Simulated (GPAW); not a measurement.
# Does MnGa15As16 (GaAs32 Mn1) carry moments in GPAW?

Aim: find out whether MnGa15As16 (GaAs32 Mn1) carries moments when they start parallel, and what they gain.

Method: PBE; plane waves with GPAW's PAW setups, scalar-relativistic, in GPAW 26.7.0.

## 1. Set-up

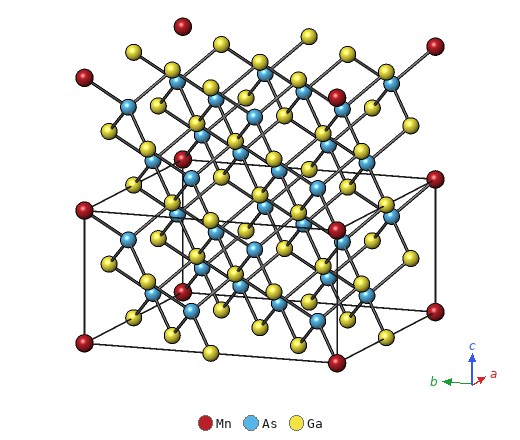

The starting structure, seen from a free direction (manganese red, arsenic blue, gallium yellow). 1×1×2 cells are drawn. Bonds to atoms that aren't drawn are left out. Some periodic images of atoms are drawn too.

The cell is a made-up one and need not be a known phase.

## 2. Start 1: ferro +

The parallel start comes first: it fits the smallest cell, keeps the most symmetry and shows whether parallel moments form.

File order1.py:

```python
import json
import numpy as np
from ase import Atoms
from ase.parallel import paropen, parprint
from gpaw import GPAW

atoms = Atoms(['Mn', 'As', 'Ga', 'As', 'Ga', 'As', 'Ga', 'As', 'Ga', 'As', 'Ga', 'As', 'Ga', 'As', 'Ga', 'As', 'Ga', 'As', 'Ga', 'As', 'Ga', 'As', 'Ga', 'As', 'Ga', 'As', 'Ga', 'As', 'Ga', 'As', 'Ga', 'As'],
    cell=[[11.306, 0.0, 0.0],
         [0.0, 11.306, 0.0],
         [0.0, 0.0, 5.653]],
    scaled_positions=[[0.0, 0.0, 0.0],
         [0.125, 0.125, 0.25],
         [0.0, 0.25, 0.5],
         [0.125, 0.375, 0.75],
         [0.25, 0.0, 0.5],
         [0.375, 0.125, 0.75],
         [0.25, 0.25, 0.0],
         [0.375, 0.375, 0.25],
         [0.0, 0.5, 0.0],
         [0.125, 0.625, 0.25],
         [0.0, 0.75, 0.5],
         [0.125, 0.875, 0.75],
         [0.25, 0.5, 0.5],
         [0.375, 0.625, 0.75],
         [0.25, 0.75, 0.0],
         [0.375, 0.875, 0.25],
         [0.5, 0.0, 0.0],
         [0.625, 0.125, 0.25],
         [0.5, 0.25, 0.5],
         [0.625, 0.375, 0.75],
         [0.75, 0.0, 0.5],
         [0.875, 0.125, 0.75],
         [0.75, 0.25, 0.0],
         [0.875, 0.375, 0.25],
         [0.5, 0.5, 0.0],
         [0.625, 0.625, 0.25],
         [0.5, 0.75, 0.5],
         [0.625, 0.875, 0.75],
         [0.75, 0.5, 0.5],
         [0.875, 0.625, 0.75],
         [0.75, 0.75, 0.0],
         [0.875, 0.875, 0.25]],
    pbc=True,
    magmoms=[4.5, 0.0, 0.0, 0.0, 0.0, 0.0, 0.0, 0.0, 0.0, 0.0, 0.0, 0.0, 0.0, 0.0, 0.0, 0.0, 0.0, 0.0, 0.0, 0.0, 0.0, 0.0, 0.0, 0.0, 0.0, 0.0, 0.0, 0.0, 0.0, 0.0, 0.0, 0.0])
atoms.calc = GPAW(mode={'name': 'pw', 'ecut': 450},
    xc='PBE',
    kpts={'size': (3, 3, 5), 'gamma': True},
    occupations={'name': 'fermi-dirac', 'width': 0.05},
    convergence={'density': 1e-05, 'energy': 1e-05},
    maxiter=200,
    mixer={'name': 'pulay', 'beta': 0.05, 'nmaxold': 6, 'weight': 50},
    symmetry={'tolerance': 1e-4},
    txt='order1.txt')
e = atoms.get_potential_energy(force_consistent=True)
res = {'free_energy': e, 'energy_sigma0': atoms.get_potential_energy(), 'fermi_energy': atoms.calc.get_fermi_level()}
res['moments'] = atoms.get_magnetic_moments().tolist()
res['total'] = atoms.get_magnetic_moment()
parprint('site moments (muB):', np.round(res['moments'], 3))
parprint(f"total moment: {res['total']:.3f} muB")
parprint(f'free energy: {e:.6f} eV')
atoms.calc.write('order1.gpw')
with paropen('results.json', 'w') as f:
    json.dump(res, f)
```

Run with:

```sh
$ OMP_NUM_THREADS=1 mpirun -n 4 gpaw python order1.py > order1.log
```

Numbers of over 12 decimals in the logs are rounded to 6 here.

The log of the run:

```text
site moments (muB): [ 3.61e+00 -3.00e-02  1.50e-02 -4.00e-03  1.50e-02 -4.00e-03  7.00e-03
 -6.00e-03  3.00e-03 -4.00e-03  1.50e-02 -3.00e-02  0.00e+00 -6.00e-03
  7.00e-03 -4.00e-03  3.00e-03 -4.00e-03  0.00e+00 -6.00e-03  1.50e-02
 -3.00e-02  7.00e-03 -4.00e-03  2.00e-03 -6.00e-03  0.00e+00 -4.00e-03
  0.00e+00 -4.00e-03  7.00e-03 -3.00e-02]
total moment: 4.001 muB
free energy: -137.174284 eV

--- order1.txt ---
Input parameters:
  mode=PW(ecut=450),
  convergence={'density': 1e-05, 'energy': 1e-05},
  kpts=MonkhorstPack(size=(3, 3, 5), gamma=True),
  maxiter=200,
  mixer=Pulay(name='pulay', nmaxold=6, beta=0.05, weight=50, sigma=0.015, g_ss=None),
  occupations=Occupations(name='fermi-dirac', width=0.05),
  symmetry=Symmetry(tolerance=0.0001),
  xc=XC(name='PBE')

Diagonalizing LCAO Hamiltonian
Converting LCAO to pw mode
        .---------------------------.
       /|                           |
      / |                           |
     /  |  As            As         |
    /   |       As            As    |
   /  Ga|           Ga              |
  /    As         As As         As  |
 *      .--Ga-------------Ga--------.
 |     / As As         As As       /
 | Ga /      Ga  Ga        Ga     /
 |   Ga Ga    As   Ga Ga    As   /
 |  /As            As           /
 | /      Ga            Ga     /
 |/                           /
 Mn------------Ga------------*

Atoms  # Å, Bohr magnetons
|    | symbol |        x |        y |        z |    initial magnetic moments |
|----|--------|----------|----------|----------|-----------------------------|
|  0 |     Mn | 0.000000 | 0.000000 | 0.000000 | ( 0.0000,  0.0000,  4.5000) |
|  1 |     As | 1.413250 | 1.413250 | 1.413250 | ( 0.0000,  0.0000,  0.0000) |
|  2 |     Ga | 0.000000 | 2.826500 | 2.826500 | ( 0.0000,  0.0000,  0.0000) |
|  3 |     As | 1.413250 | 4.239750 | 4.239750 | ( 0.0000,  0.0000,  0.0000) |
|  4 |     Ga | 2.826500 | 0.000000 | 2.826500 | ( 0.0000,  0.0000,  0.0000) |
|  5 |     As | 4.239750 | 1.413250 | 4.239750 | ( 0.0000,  0.0000,  0.0000) |
|  6 |     Ga | 2.826500 | 2.826500 | 0.000000 | ( 0.0000,  0.0000,  0.0000) |
|  7 |     As | 4.239750 | 4.239750 | 1.413250 | ( 0.0000,  0.0000,  0.0000) |
|  8 |     Ga | 0.000000 | 5.653000 | 0.000000 | ( 0.0000,  0.0000,  0.0000) |
|  9 |     As | 1.413250 | 7.066250 | 1.413250 | ( 0.0000,  0.0000,  0.0000) |
| 10 |     Ga | 0.000000 | 8.479500 | 2.826500 | ( 0.0000,  0.0000,  0.0000) |
| 11 |     As | 1.413250 | 9.892750 | 4.239750 | ( 0.0000,  0.0000,  0.0000) |
| 12 |     Ga | 2.826500 | 5.653000 | 2.826500 | ( 0.0000,  0.0000,  0.0000) |
| 13 |     As | 4.239750 | 7.066250 | 4.239750 | ( 0.0000,  0.0000,  0.0000) |
| 14 |     Ga | 2.826500 | 8.479500 | 0.000000 | ( 0.0000,  0.0000,  0.0000) |
| 15 |     As | 4.239750 | 9.892750 | 1.413250 | ( 0.0000,  0.0000,  0.0000) |
| 16 |     Ga | 5.653000 | 0.000000 | 0.000000 | ( 0.0000,  0.0000,  0.0000) |
| 17 |     As | 7.066250 | 1.413250 | 1.413250 | ( 0.0000,  0.0000,  0.0000) |
| 18 |     Ga | 5.653000 | 2.826500 | 2.826500 | ( 0.0000,  0.0000,  0.0000) |
| 19 |     As | 7.066250 | 4.239750 | 4.239750 | ( 0.0000,  0.0000,  0.0000) |
| 20 |     Ga | 8.479500 | 0.000000 | 2.826500 | ( 0.0000,  0.0000,  0.0000) |
| 21 |     As | 9.892750 | 1.413250 | 4.239750 | ( 0.0000,  0.0000,  0.0000) |
| 22 |     Ga | 8.479500 | 2.826500 | 0.000000 | ( 0.0000,  0.0000,  0.0000) |
| 23 |     As | 9.892750 | 4.239750 | 1.413250 | ( 0.0000,  0.0000,  0.0000) |
| 24 |     Ga | 5.653000 | 5.653000 | 0.000000 | ( 0.0000,  0.0000,  0.0000) |
| 25 |     As | 7.066250 | 7.066250 | 1.413250 | ( 0.0000,  0.0000,  0.0000) |
| 26 |     Ga | 5.653000 | 8.479500 | 2.826500 | ( 0.0000,  0.0000,  0.0000) |
| 27 |     As | 7.066250 | 9.892750 | 4.239750 | ( 0.0000,  0.0000,  0.0000) |
| 28 |     Ga | 8.479500 | 5.653000 | 2.826500 | ( 0.0000,  0.0000,  0.0000) |
| 29 |     As | 9.892750 | 7.066250 | 4.239750 | ( 0.0000,  0.0000,  0.0000) |
| 30 |     Ga | 8.479500 | 8.479500 | 0.000000 | ( 0.0000,  0.0000,  0.0000) |
| 31 |     As | 9.892750 | 9.892750 | 1.413250 | ( 0.0000,  0.0000,  0.0000) |

Unit cell  # Å
| periodic |         x |         y |        z |   lengths |    angles |
|----------|-----------|-----------|----------|-----------|-----------|
|      yes | 11.306000 |  0.000000 | 0.000000 | 11.306000 | 90.000000 |
|      yes |  0.000000 | 11.306000 | 0.000000 | 11.306000 | 90.000000 |
|      yes |  0.000000 |  0.000000 | 5.653000 |  5.653000 | 90.000000 |

Number of symmetries: 8

BZ-sampling:
  Number of BZ points: 45
  Number of IBZ points: 9

  Monkhorst-Pack size: [3, 3, 5]
  Monkhorst-Pack shift: [0, 0, 0]

K-points  # in reciprocal-cell coordinates
|   |                                coordinates |     weight |
|---|--------------------------------------------|------------|
| 0 | (  0.00000000,   0.00000000,   0.00000000) | 0.02222222 |
| 1 | (  0.00000000,   0.00000000,   0.20000000) | 0.04444444 |
| 2 | (  0.00000000,   0.00000000,   0.40000000) | 0.04444444 |
| 3 | (  0.33333333,   0.00000000,   0.00000000) | 0.08888889 |
| 4 | (  0.33333333,   0.00000000,   0.20000000) | 0.17777778 |
| 5 | (  0.33333333,   0.00000000,   0.40000000) | 0.17777778 |
| 6 | (  0.33333333,   0.33333333,   0.00000000) | 0.08888889 |
| 7 | (  0.33333333,   0.33333333,   0.20000000) | 0.17777778 |
| 8 | (  0.33333333,   0.33333333,   0.40000000) | 0.17777778 |

Plane wave coefficients: 15715
Cutoff: 450.000000 eV

Spin-components: 2 (collinear spins)
Bands:           91
Projectors:      161
Spin-degeneracy: 1
Datatype:        complex128

Parallelization:
  kpt:    4
  domain: 1
  band:   1

Density:
  Valence electrons: 140.0
  Components: 2
  Grid points: [56 56 28]
  Charge: 0.0  # |e|

Potential:
  Grid points: [56 56 28]

species:
  Mn:
    name:    Manganese
    Z:       25.0
    valence: 15
    core:    10
    charge:  0.0  # [|e|]
    compensation charges:
      type: gauss
      rc: 0.38  # [Å]
      lmax: 2
    cutoffs:
      filter: 2.14  # [Å]
      core: 0.86  # [Å]
    projectors
    | kind |    occ | energy [eV] | rcut [Å] |
    |------|--------|-------------|----------|
    |   3s |  2.000 |     -85.859 |    1.275 |
    |   4s |  2.000 |      -5.106 |    1.275 |
    |   3p |  6.000 |     -54.597 |    1.281 |
    |   4p |  0.000 |      -1.371 |    1.281 |
    |   3d |  5.000 |      -6.771 |    1.138 |
    |    d |        |      20.441 |    1.138 |

    Using partial waves for Mn as LCAO basis

  As:
    name:    Arsenic
    Z:       33.0
    valence: 5
    core:    28
    charge:  0.0  # [|e|]
    compensation charges:
      type: gauss
      rc: 0.33  # [Å]
      lmax: 2
    cutoffs:
      filter: 1.87  # [Å]
      core: 2.96  # [Å]
    projectors
    | kind |    occ | energy [eV] | rcut [Å] |
    |------|--------|-------------|----------|
    |   4s |  2.000 |     -14.487 |    1.058 |
    |   4p |  3.000 |      -5.196 |    1.058 |
    |    s |        |      12.725 |    1.058 |
    |    p |        |      22.016 |    1.058 |
    |    d |        |       0.000 |    1.058 |

    Using partial waves for As as LCAO basis

  Ga:
    name:    Gallium
    Z:       31.0
    valence: 3
    core:    28
    charge:  0.0  # [|e|]
    compensation charges:
      type: gauss
      rc: 0.37  # [Å]
      lmax: 2
    cutoffs:
      filter: 2.06  # [Å]
      core: 4.17  # [Å]
    projectors
    | kind |    occ | energy [eV] | rcut [Å] |
    |------|--------|-------------|----------|
    |   4s |  2.000 |      -8.945 |    1.164 |
    |   4p |  1.000 |      -2.580 |    1.164 |
    |    s |        |      18.266 |    1.164 |
    |    p |        |      24.631 |    1.164 |
    |    d |        |       0.000 |    1.164 |

    Using partial waves for Ga as LCAO basis

Reference energy: -1808831.738609  # eV

eigensolver:
  PPCG
  Converge bands: occupied
  niter=2

density mixing:
  Pulay-Mixer
  Linear mixing parameters: 0.05
  Old densities: 6
  Fourier metric: weight=50, sigma=0.015

occupation numbers:
  Fermi-Dirac:
    width: 0.0500  # eV

poisson solver:
  ecut: 3600.000000  # eV

xc functional:
  name: PBE with 2 nearest neighbor stencil

convergence criteria:
- Maximum integral of absolute [dens]ity change: 1e-05 electrons / valence electron
- Maximum [total energy] change in last 3 cyles: 1e-05 eV / valence electron
- Maximum integral of absolute [eigenst]ate change: 4e-08 eV^2 / valence electron
maximum number of iterations: 200

SCF iterations
|iter     |      energy | eigst |  dens |  magmom |
|---------|-------------|-------|-------|---------|
|iter:   1|       0s | -138.557112 | -0.20 |       |  +4.5092|
|iter:   2|      29s | -138.147756 | -1.75 | -0.90 |  +4.4855|
|iter:   3|      58s | -137.622426 | -2.07 | -0.94 |  +4.4292|
|iter:   4|      87s | -137.353178 | -1.27 | -1.01 |  +4.1223|
|iter:   5|     116s | -137.279847 | -2.68 | -1.47 |  +4.1288|
|iter:   6|     146s | -137.226058 | -2.82 | -1.49 |  +4.0495|
|iter:   7|     175s | -137.149413 | -2.76 | -1.76 |  +4.0506|
|iter:   8|     204s | -137.158817 | -3.21 | -1.95 |  +3.9989|
|iter:   9|     233s | -137.158237 | -4.60 | -2.40 |  +4.0012|
|iter:  10|     262s | -137.156035 | -4.59 | -2.42 |  +4.0092|
[... 12 iterations left out ...]
|iter:  23|     644s | -137.156887c| -6.92 | -3.96 |  +4.0013|
|iter:  24|     659s | -137.156887c| -7.45c| -4.22 |  +4.0012|
|iter:  25|     690s | -137.156887c| -7.45c| -4.24 |  +4.0012|
|iter:  26|     705s | -137.156887c| -7.90c| -4.35 |  +4.0012|
|iter:  27|     721s | -137.156886c| -7.66c| -4.47 |  +4.0013|
|iter:  28|     740s | -137.156887c| -7.78c| -4.65 |  +4.0013|
|iter:  29|     755s | -137.156887c| -8.11c| -4.72 |  +4.0013|
|iter:  30|     770s | -137.156886c| -8.59c| -4.77 |  +4.0013|
|iter:  31|     785s | -137.156886c| -8.54c| -4.92 |  +4.0013|
|iter:  32|     800s | -137.156886c| -9.10c| -5.04c|  +4.0013|

Converged in 32 steps
Energy contributions relative to reference atoms: (reference = -1808831.738609)

Energy contributions:
  Kinetic:         424.391366
  Coulomb:        -376.127219
  Zero:              0.433262
  External:          0.000000
  Xc:             -185.836898
  Entropy:          -0.034795
  Spinorbit:         0.000000
  ----------------------------
  Free energy:    -137.174284
  Extrapolated:   -137.156886

dipole moment: (-111.951025, -111.951025, -113.716821)  # |e|*Ang

Total magnetic moment: (0.000000, 0.000000, 4.001336)

Local magnetic moments
|        x |        y |         z |
|----------|----------|-----------|
| 0.000000 | 0.000000 |  3.610141 |  # Mn   0
| 0.000000 | 0.000000 | -0.029805 |  # As   1
| 0.000000 | 0.000000 |  0.015175 |  # Ga   2
| 0.000000 | 0.000000 | -0.003910 |  # As   3
| 0.000000 | 0.000000 |  0.015175 |  # Ga   4
| 0.000000 | 0.000000 | -0.003910 |  # As   5
| 0.000000 | 0.000000 |  0.007362 |  # Ga   6
| 0.000000 | 0.000000 | -0.006112 |  # As   7
| 0.000000 | 0.000000 |  0.003488 |  # Ga   8
| 0.000000 | 0.000000 | -0.003910 |  # As   9
| 0.000000 | 0.000000 |  0.015175 |  # Ga  10
| 0.000000 | 0.000000 | -0.029805 |  # As  11
| 0.000000 | 0.000000 |  0.000089 |  # Ga  12
| 0.000000 | 0.000000 | -0.006112 |  # As  13
| 0.000000 | 0.000000 |  0.007362 |  # Ga  14
| 0.000000 | 0.000000 | -0.003910 |  # As  15
[...]
| 0.000000 | 0.000000 |  0.007362 |  # Ga  22
| 0.000000 | 0.000000 | -0.003910 |  # As  23
| 0.000000 | 0.000000 |  0.002270 |  # Ga  24
| 0.000000 | 0.000000 | -0.006112 |  # As  25
| 0.000000 | 0.000000 |  0.000089 |  # Ga  26
| 0.000000 | 0.000000 | -0.003910 |  # As  27
| 0.000000 | 0.000000 |  0.000089 |  # Ga  28
| 0.000000 | 0.000000 | -0.003910 |  # As  29
| 0.000000 | 0.000000 |  0.007362 |  # Ga  30
| 0.000000 | 0.000000 | -0.029805 |  # As  31

Fermi level: 4.911
Eigenvalues  # (at kpt = [0.000, 0.000, 0.000])
| band index |      eig [eV] | occ [0-1] |      eig [eV] | occ [0-1] |
|------------|---------------|-----------|---------------|-----------|
|          0 |       -76.108 |     1.000 |       -72.119 |     1.000 |
|        ... |               |           |               |           |
|         61 |         3.272 |     1.000 |         3.603 |     1.000 |
|         62 |         3.332 |     1.000 |         3.668 |     1.000 |
|         63 |         3.403 |     1.000 |         3.668 |     1.000 |
|         64 |         3.403 |     1.000 |         3.681 |     1.000 |
|         65 |         3.684 |     1.000 |         4.632 |     0.996 |
|         66 |         3.841 |     1.000 |         4.655 |     0.994 |
|         67 |         3.942 |     1.000 |         4.655 |     0.994 |
|         68 |         4.169 |     1.000 |         5.651 |     0.000 |
|         69 |         4.169 |     1.000 |         5.739 |     0.000 |
|         70 |         5.260 |     0.001 |         5.766 |     0.000 |
|         71 |         5.301 |     0.000 |         6.230 |     0.000 |
|         72 |         5.301 |     0.000 |         6.271 |     0.000 |
|         73 |         5.614 |     0.000 |         6.271 |     0.000 |
|         74 |         6.461 |     0.000 |         6.695 |     0.000 |
|         75 |         6.461 |     0.000 |         6.742 |     0.000 |
|         76 |         6.476 |     0.000 |         6.742 |     0.000 |
|        ... |               |           |               |           |
|         90 |         8.307 |     0.000 |         8.464 |     0.000 |

No gap
No difference between direct/indirect transitions
```

Elapsed: 14 min, on 4 MPI ranks of Arm Neoverse N1, shared host; peak memory 2.2 GiB.

Spin moment in the augmentation sphere by element, in μB:

```tsv
element	atoms	mean	spread (r.m.s.)	least	largest
Mn	1	3.61	0.00	3.61	3.61
As	16	-0.01	0.01	-0.03	0.00
Ga	15	0.01	0.01	0.00	0.02
```

The atoms farthest from the mean of their element:

```tsv
atom	x, y, z (Å)	spin moment in the augmentation sphere (μB)
As2	1.41, 1.41, 1.41	-0.03
As12	1.41, 9.89, 4.24	-0.03
As32	9.89, 9.89, 1.41	-0.03
As22	9.89, 1.41, 4.24	-0.03
Ga11	0.00, 8.48, 2.83	0.02
Ga21	8.48, 0.00, 2.83	0.02
Ga5	2.83, 0.00, 2.83	0.02
Ga3	0.00, 2.83, 2.83	0.02
```

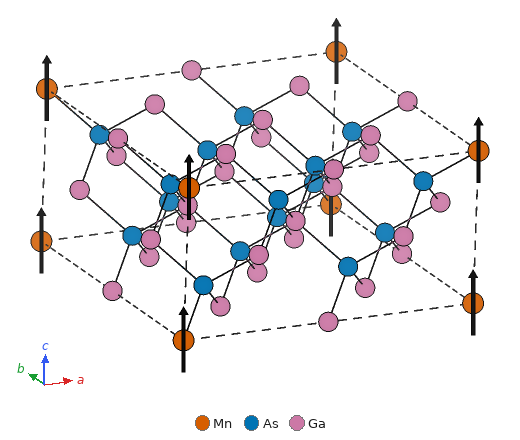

Spin moment in the augmentation sphere as arrows, the longest 3.61 μB. Up and down stand for the sign. Arrows give size and sign along the axis of quantisation, drawn up and down the page. Bonds to atoms that aren't drawn are left out. Some periodic images of atoms are drawn too.

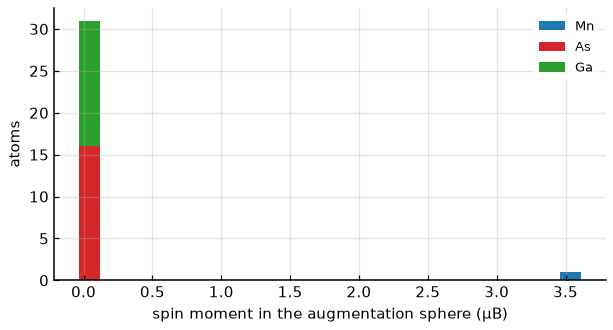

Spin moment in the augmentation sphere as a stacked histogram.

This step gave:

```yaml
magnetization: 4.001 μB
final_state: ferromagnetic
```

After 32 cycles the largest moment stands at 3.61 μB.

[end of part 1 of 2]

[Logs and program files are shortened in this print: banners, set-up blocks, solver, clock and traceback lines can be left out without a mark of their own.]

[Logs are printed without paths, hosts, clocks, repeated set-up lines and the standing remarks that a program may print on its own settings, such as how far it seeks lower states.]

[Hosts, paths, dates, database ids (printed as entryN), source tags and the programs' standing remarks are cut or masked in the printed files.]

[Where a cell is said to come from a database of computed structures, the database is the Materials Project.]
